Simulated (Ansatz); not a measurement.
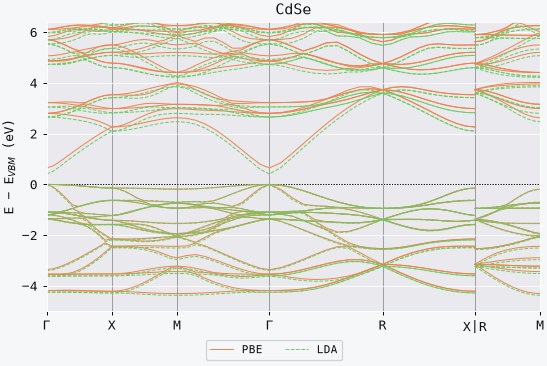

Band structures of CdSe, space group Pm-3n (No. 223), 12 atoms in the cell, by two methods on the same cell. Each is counted from its own valence-band top.

How do the methods compare?

Answer. PBE gives a gap of 0.65 eV along the path and LDA gives a gap of 0.41 eV along the path. Over the top 3 filled bands the two differ by 0.01 eV on average.

Settings. PBE: DFT PBE, scalar-relativistic, plane waves, PAW, no spin polarisation, 4×4×4 k mesh, 420 eV cutoff, Gaussian smearing of 0.02 eV (Ansatz). LDA: DFT LDA, scalar-relativistic, plane waves, PAW, no spin polarisation, 4×4×4 k mesh, 420 eV cutoff, Gaussian smearing of 0.02 eV (Ansatz).

The structure is an invented one, so it need not be a known or stable phase.
